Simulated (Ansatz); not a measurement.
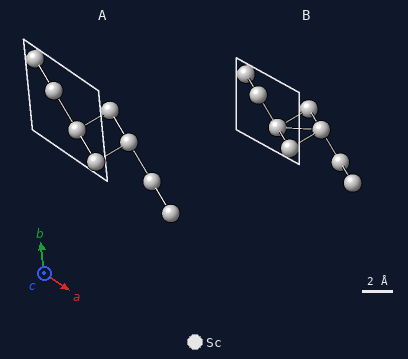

Two geometries of a crystal of Sc (built on the alpha-gallium_64 type), drawn at one scale. One is the start of a relaxation, the other its converged end. Style: ball-and-stick. Shown: the cell of the calculation, repeated 2 × 1 × 1 with one cell outlined, along the c axis.

Theory: Ansatz 0.2.0, DFT PBE, scalar-relativistic, plane waves, PAW. Set-up: plane-wave cutoff 420 eV; k-point mesh 10 × 10 × 8; occupations gaussian; smearing width 0.1 eV; no spin polarisation; cell and atoms relaxed; force threshold 0.01 eV/Å; at most 80 steps.

Which geometry has the lower energy?

Structure A is the relaxed one. Case: alpha-gallium type (Cmce, No. 64). After 15 accepted moves (17 points after the start) the energy has fallen by 718 meV per atom. The largest force component goes from 0.21 to 0.00068 eV/Å. The pressure goes from 3.32 to 0.00 GPa. The SCF was repeated twice at an unchanged geometry on a basis and grid sized afresh for the cell, which shifted the energy by 23.4 meV per atom at most. The largest moves relative to the cell, 0.31 Å, are those of Sc atoms. The volume changes by −4.6 %, with a = b 4.909 → 6.220 Å (+26.7 %), c 4.996 → 3.404 Å (−31.9 %), γ 118.9° → 130.2°. Some distances before and after: Sc–Sc 4.996 → 3.404 Å, Sc–Sc 4.123 → 3.124 Å, Sc–Sc 3.092 → 3.640 Å, Sc–Sc 2.696 → 3.114 Å. New bonds form: Sc–Sc (4.12 → 3.12 Å). Bond angles that change, for instance: Sc–Sc–Sc 113.1° → 67.9°, Sc–Sc–Sc 106.5° → 146.0°, Sc–Sc–Sc 118.2° → 107.7°. The space group (tolerance 0.01 Å) goes from Cmce (No. 64) to Fmmm (No. 69).
